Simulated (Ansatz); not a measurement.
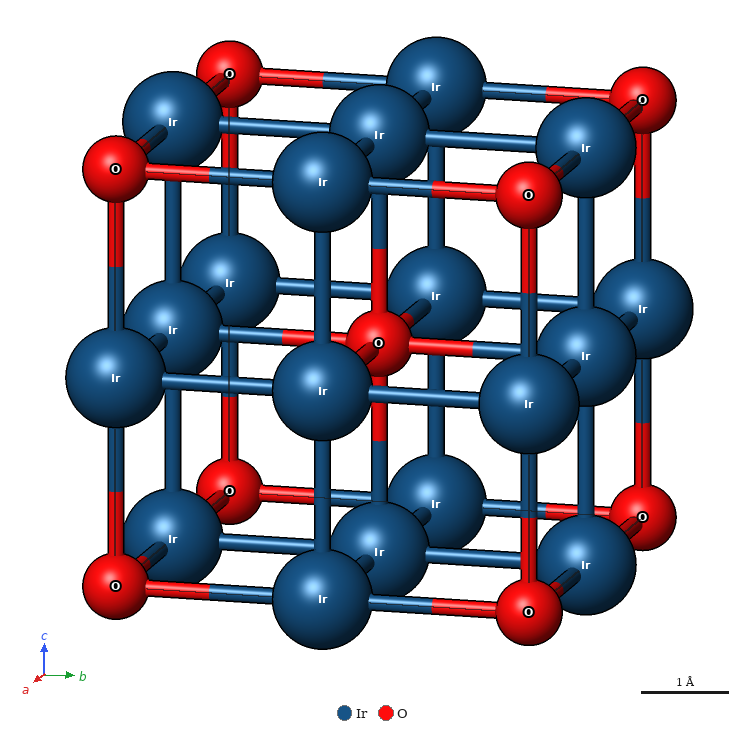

The image is a ball-and-stick drawing of a crystal, viewed slightly off an axis. Lines trace the edges of the conventional unit cell. Cell: a = 4.95 Å, b = 4.95 Å, c = 4.95 Å, α = 90.00°, β = 90.00°, γ = 90.00°.

Its origin is a random cell made by a generator, so it need not be a real form of the compound. Earlier steps of the study may have refined or changed the cell and positions. It went into a calculation with Ansatz.

Caption:

Answer. The compound is Ir3O. Space group Im-3m (No. 229), lattice body-centred cubic. Cell content 6 Ir, 2 O; Z = 2. About every Ir there are four Ir and two O in an octahedral arrangement (about 2.5 Å to Ir, 2.5 Å to O). O is linked to six Ir in an octahedral arrangement at about 2.5 Å. The bonds build a three-dimensional framework.

Level of theory and settings: DFT PBE, scalar-relativistic, plane waves, PAW (Ansatz 0.2.0), a kinetic-energy cutoff of 420 eV, k-points about 0.13 Å⁻¹ apart, Gaussian smearing of 0.1 eV, no spin polarisation.

How large a gap does the method give, if there is one?

Answer. A metal: bands cross the Fermi level.

List the Bader charges.

Answer. Ir +0.25 e; O -0.76 e.

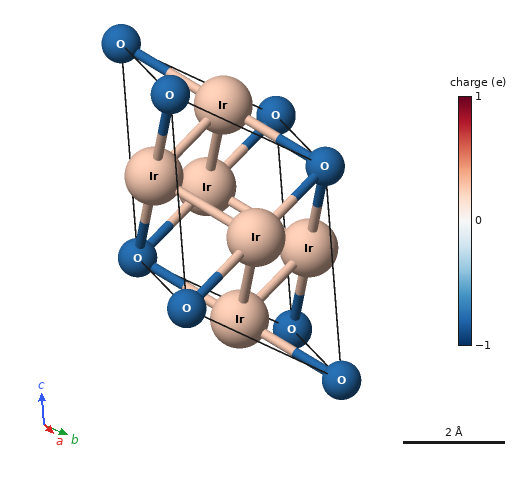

The atoms coloured by those charges. The run's cell of 4 atoms is drawn, so axes and origin can differ from the first picture.

Do the forces and the stress vanish for this geometry?

Answer. Yes. All forces vanish to within 0.01 eV/Å. The pressure is 0.0 GPa, close to zero.
